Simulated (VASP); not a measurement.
## AlN: single-point calculation (part 1 of 2)

System: AlN (P1, 2 atoms in the cell).
Method: DFT, r2SCAN, plane waves, PAW (VASP 6.6.1).

The structure was built on a prototype by a generator. It belongs to a series of runs on one base structure; here: strained and displaced.

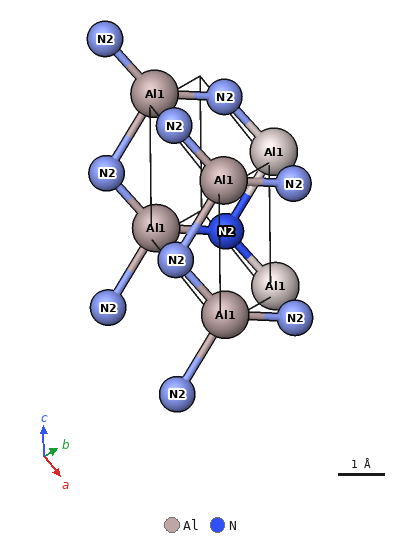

**Figure 1.** The input geometry (ball-and-stick view of the reduced cell, seen slightly off an axis; neighbours outside the cell are drawn fainter; atoms are numbered from 1 in the order of the input).

### Results in brief

| quantity | value |
| --- | --- |
| outcome | converged |
| space group (tolerance 0.01 Å) | P1 (1) |
| electrons treated | 8 |
| free energy | −17.6235 eV |
| Fermi energy | 8.108 eV |
| band gap | 2.51 eV |
| pressure | 34.87 GPa |
| largest force (length of the vector) | 5.427 eV/Å |
| hardware | 1 CPU thread, shared host |
| wall time | 55 s |
| peak memory | 0.18 GiB |

### INCAR
```
ENCUT = 520.000000
SIGMA = 0.020000
EDIFF = 1.00e-07
ALGO = Normal
METAGGA = R2SCAN
PREC = Accurate
IBRION = -1
ISIF = 2
ISMEAR = -1
NBANDS = 11
NELM = 120
NSW = 0
LASPH = .TRUE.
LCHARG = .TRUE.
LELF = .TRUE.
LWAVE = .FALSE.
LREAL = .FALSE.
```

### KPOINTS
```
KPOINTS created by Atomic Simulation Environment
0
Gamma
8 8 8
0 0 0
```

### POSCAR
```
Al N
 1.0000000000000000
    -0.0211000000000000    2.1852999999999998    2.1709999999999998
     2.1223999999999998   -0.0368000000000000    2.1867000000000001
     2.0482000000000000    2.1267000000000000    0.0375000000000000
 Al  N
   1   1
Cartesian
  0.4136677700000000  2.2553179999999999  1.9199364399999996
  1.0104041600000000  1.0316530699999999  0.9861692600000000
```

Command:
```bash
mpirun -np 1 vasp_std
```

### OSZICAR
```
N       E                     dE             d eps       ncg     rms          rms(c)
DAV:   1     0.790112416542E+01    0.79011E+01   -0.42099E+03  5840   0.652E+02
DAV:   2    -0.216368092279E+02   -0.29538E+02   -0.28546E+02  6824   0.147E+02
DAV:   3    -0.225345619225E+02   -0.89775E+00   -0.89676E+00  6988   0.248E+01
DAV:   4    -0.225389230005E+02   -0.43611E-02   -0.43608E-02  6484   0.189E+00
DAV:   5    -0.225389719157E+02   -0.48915E-04   -0.48915E-04  6930   0.199E-01    0.102E+01
DAV:   6    -0.175032608971E+02    0.50357E+01   -0.10661E+01  6527   0.166E+01    0.411E+00
DAV:   7    -0.176000580311E+02   -0.96797E-01   -0.56231E-01  6665   0.519E+00    0.266E+00
DAV:   8    -0.176254482364E+02   -0.25390E-01   -0.61520E-02  6080   0.188E+00    0.541E-01
DAV:   9    -0.176233196059E+02    0.21286E-02   -0.10962E-02  6932   0.631E-01    0.124E-01
DAV:  10    -0.176235108338E+02   -0.19123E-03   -0.46955E-04  6368   0.183E-01    0.324E-02
DAV:  11    -0.176235155412E+02   -0.47074E-05   -0.90565E-05  6833   0.678E-02    0.300E-02
DAV:  12    -0.176235136594E+02    0.18818E-05   -0.88610E-06  6434   0.216E-02    0.382E-03
DAV:  13    -0.176235137502E+02   -0.90818E-07   -0.32736E-07  6791   0.486E-03
   1 F= -.17623514E+02 E0= -.17623514E+02  d E =-.431070E-13
```

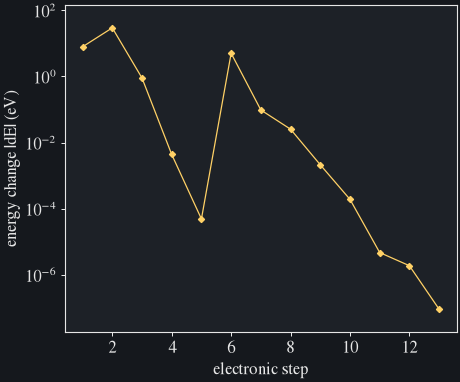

**Figure 2.** Convergence of the self-consistent field: energy change |dE| against the electronic step. It takes 13 electronic steps. The density is held fixed in the first few steps, and dE rises again when its update begins.

### Parts of OUTCAR
```
k-points           NKPTS =    260   k-points in BZ     NKDIM =    260   number of bands    NBANDS=     11

   NELECT =       8.0000    total number of electrons

   dimension x,y,z NGX =    24 NGY =   24 NGZ =   24
   dimension x,y,z NGXF=    48 NGYF=   48 NGZF=   48

  energy-cutoff  :      520.00
  volume of cell :       19.67
      direct lattice vectors                 reciprocal lattice vectors
    -0.021100000  2.185300000  2.171000000    -0.236438100  0.223597919  0.233248560
     2.122400000 -0.036800000  2.186700000     0.230505695 -0.226049019  0.229778255
     2.048200000  2.126700000  0.037500000     0.246941641  0.236541526 -0.235699552

 k-points in reciprocal lattice and weights: KPOINTS created by Atomic Simulation Env
   0.00000000  0.00000000  0.00000000       0.002
   0.12500000 -0.00000000  0.00000000       0.004
   0.25000000 -0.00000000  0.00000000       0.004
   0.37500000 -0.00000000  0.00000000       0.004
   0.50000000 -0.00000000  0.00000000       0.002
  -0.00000000  0.12500000 -0.00000000       0.004
   0.12500000  0.12500000 -0.00000000       0.004
   0.25000000  0.12500000  0.00000000       0.004
   0.37500000  0.12500000  0.00000000       0.004
   0.50000000  0.12500000  0.00000000       0.004
  -0.37500000  0.12500000 -0.00000000       0.004
  -0.25000000  0.12500000 -0.00000000       0.004
  -0.12500000  0.12500000  0.00000000       0.004
  -0.00000000  0.25000000 -0.00000000       0.004
   0.12500000  0.25000000 -0.00000000       0.004
   0.25000000  0.25000000 -0.00000000       0.004
   0.37500000  0.25000000 -0.00000000       0.004
   0.50000000  0.25000000  0.00000000       0.004
  -0.37500000  0.25000000 -0.00000000       0.004
  -0.25000000  0.25000000  0.00000000       0.004
  -0.12500000  0.25000000 -0.00000000       0.004
  -0.00000000  0.37500000 -0.00000000       0.004
   0.12500000  0.37500000 -0.00000000       0.004
   0.25000000  0.37500000 -0.00000000       0.004
   0.37500000  0.37500000 -0.00000000       0.004
   0.50000000  0.37500000  0.00000000       0.004
  -0.37500000  0.37500000 -0.00000000       0.004
  -0.25000000  0.37500000 -0.00000000       0.004
  -0.12500000  0.37500000 -0.00000000       0.004
  -0.00000000  0.50000000 -0.00000000       0.002
   0.12500000  0.50000000 -0.00000000       0.004
   0.25000000  0.50000000 -0.00000000       0.004
   0.37500000  0.50000000 -0.00000000       0.004
   0.50000000  0.50000000 -0.00000000       0.002
   0.00000000  0.00000000  0.12500000       0.004
   0.12500000  0.00000000  0.12500000       0.004
   0.25000000 -0.00000000  0.12500000       0.004
   0.37500000 -0.00000000  0.12500000       0.004
   0.50000000 -0.00000000  0.12500000       0.004
  -0.37500000  0.00000000  0.12500000       0.004
  -0.25000000  0.00000000  0.12500000       0.004
  -0.12500000  0.00000000  0.12500000       0.004
  -0.00000000  0.12500000  0.12500000       0.004
   0.12500000  0.12500000  0.12500000       0.004
   0.25000000  0.12500000  0.12500000       0.004
   0.37500000  0.12500000  0.12500000       0.004
   0.50000000  0.12500000  0.12500000       0.004
  -0.37500000  0.12500000  0.12500000       0.004
  -0.25000000  0.12500000  0.12500000       0.004
  -0.12500000  0.12500000  0.12500000       0.004
  -0.00000000  0.25000000  0.12500000       0.004
   0.12500000  0.25000000  0.12500000       0.004
   0.25000000  0.25000000  0.12500000       0.004
   0.37500000  0.25000000  0.12500000       0.004
   0.50000000  0.25000000  0.12500000       0.004
  -0.37500000  0.25000000  0.12500000       0.004
  -0.25000000  0.25000000  0.12500000       0.004
  -0.12500000  0.25000000  0.12500000       0.004
  -0.00000000  0.37500000  0.12500000       0.004
   0.12500000  0.37500000  0.12500000       0.004
   0.25000000  0.37500000  0.12500000       0.004
   0.37500000  0.37500000  0.12500000       0.004
   0.50000000  0.37500000  0.12500000       0.004
  -0.37500000  0.37500000  0.12500000       0.004
  -0.25000000  0.37500000  0.12500000       0.004
  -0.12500000  0.37500000  0.12500000       0.004
  -0.00000000  0.50000000  0.12500000       0.004
   0.12500000  0.50000000  0.12500000       0.004
   0.25000000  0.50000000  0.12500000       0.004
   0.37500000  0.50000000  0.12500000       0.004
   0.50000000  0.50000000  0.12500000       0.004
  -0.37500000  0.50000000  0.12500000       0.004
  -0.25000000  0.50000000  0.12500000       0.004
  -0.12500000  0.50000000  0.12500000       0.004
   0.00000000 -0.37500000  0.12500000       0.004
   0.12500000 -0.37500000  0.12500000       0.004
   0.25000000 -0.37500000  0.12500000       0.004
   0.37500000 -0.37500000  0.12500000       0.004
   0.50000000 -0.37500000  0.12500000       0.004
  -0.37500000 -0.37500000  0.12500000       0.004
  -0.25000000 -0.37500000  0.12500000       0.004
  -0.12500000 -0.37500000  0.12500000       0.004
   0.00000000 -0.25000000  0.12500000       0.004
   0.12500000 -0.25000000  0.12500000       0.004
   0.25000000 -0.25000000  0.12500000       0.004
   0.37500000 -0.25000000  0.12500000       0.004
   0.50000000 -0.25000000  0.12500000       0.004
  -0.37500000 -0.25000000  0.12500000       0.004
  -0.25000000 -0.25000000  0.12500000       0.004
  -0.12500000 -0.25000000  0.12500000       0.004
   0.00000000 -0.12500000  0.12500000       0.004
   0.12500000 -0.12500000  0.12500000       0.004
   0.25000000 -0.12500000  0.12500000       0.004
   0.37500000 -0.12500000  0.12500000       0.004
   0.50000000 -0.12500000  0.12500000       0.004
  -0.37500000 -0.12500000  0.12500000       0.004
  -0.25000000 -0.12500000  0.12500000       0.004
  -0.12500000 -0.12500000  0.12500000       0.004
   0.00000000  0.00000000  0.25000000       0.004
   0.12500000  0.00000000  0.25000000       0.004
   0.25000000  0.00000000  0.25000000       0.004
   0.37500000  0.00000000  0.25000000       0.004
   0.50000000 -0.00000000  0.25000000       0.004
  -0.37500000  0.00000000  0.25000000       0.004
  -0.25000000  0.00000000  0.25000000       0.004
  -0.12500000  0.00000000  0.25000000       0.004
   0.00000000  0.12500000  0.25000000       0.004
   0.12500000  0.12500000  0.25000000       0.004
   0.25000000  0.12500000  0.25000000       0.004
   0.37500000  0.12500000  0.25000000       0.004
   0.50000000  0.12500000  0.25000000       0.004
  -0.37500000  0.12500000  0.25000000       0.004
  -0.25000000  0.12500000  0.25000000       0.004
  -0.12500000  0.12500000  0.25000000       0.004
  -0.00000000  0.25000000  0.25000000       0.004
   0.12500000  0.25000000  0.25000000       0.004
   0.25000000  0.25000000  0.25000000       0.004
   0.37500000  0.25000000  0.25000000       0.004
   0.50000000  0.25000000  0.25000000       0.004
  -0.37500000  0.25000000  0.25000000       0.004
  -0.25000000  0.25000000  0.25000000       0.004
  -0.12500000  0.25000000  0.25000000       0.004
  -0.00000000  0.37500000  0.25000000       0.004
   0.12500000  0.37500000  0.25000000       0.004
   0.25000000  0.37500000  0.25000000       0.004
   0.37500000  0.37500000  0.25000000       0.004
   0.50000000  0.37500000  0.25000000       0.004
  -0.37500000  0.37500000  0.25000000       0.004
  -0.25000000  0.37500000  0.25000000       0.004
  -0.12500000  0.37500000  0.25000000       0.004
  -0.00000000  0.50000000  0.25000000       0.004
   0.12500000  0.50000000  0.25000000       0.004
   0.25000000  0.50000000  0.25000000       0.004
   0.37500000  0.50000000  0.25000000       0.004
   0.50000000  0.50000000  0.25000000       0.004
  -0.37500000  0.50000000  0.25000000       0.004
  -0.25000000  0.50000000  0.25000000       0.004
  -0.12500000  0.50000000  0.25000000       0.004
   0.00000000 -0.37500000  0.25000000       0.004
   0.12500000 -0.37500000  0.25000000       0.004
   0.25000000 -0.37500000  0.25000000       0.004
   0.37500000 -0.37500000  0.25000000       0.004
   0.50000000 -0.37500000  0.25000000       0.004
  -0.37500000 -0.37500000  0.25000000       0.004
  -0.25000000 -0.37500000  0.25000000       0.004
  -0.12500000 -0.37500000  0.25000000       0.004
   0.00000000 -0.25000000  0.25000000       0.004
   0.12500000 -0.25000000  0.25000000       0.004
   0.25000000 -0.25000000  0.25000000       0.004
   0.37500000 -0.25000000  0.25000000       0.004
   0.50000000 -0.25000000  0.25000000       0.004
  -0.37500000 -0.25000000  0.25000000       0.004
  -0.25000000 -0.25000000  0.25000000       0.004
  -0.12500000 -0.25000000  0.25000000       0.004
   0.00000000 -0.12500000  0.25000000       0.004
   0.12500000 -0.12500000  0.25000000       0.004
   0.25000000 -0.12500000  0.25000000       0.004
   0.37500000 -0.12500000  0.25000000       0.004
   0.50000000 -0.12500000  0.25000000       0.004
  -0.37500000 -0.12500000  0.25000000       0.004
  -0.25000000 -0.12500000  0.25000000       0.004
  -0.12500000 -0.12500000  0.25000000       0.004
   0.00000000  0.00000000  0.37500000       0.004
   0.12500000  0.00000000  0.37500000       0.004
   0.25000000  0.00000000  0.37500000       0.004
   0.37500000  0.00000000  0.37500000       0.004
   0.50000000 -0.00000000  0.37500000       0.004
  -0.37500000  0.00000000  0.37500000       0.004
  -0.25000000  0.00000000  0.37500000       0.004
  -0.12500000  0.00000000  0.37500000       0.004
   0.00000000  0.12500000  0.37500000       0.004
   0.12500000  0.12500000  0.37500000       0.004
```
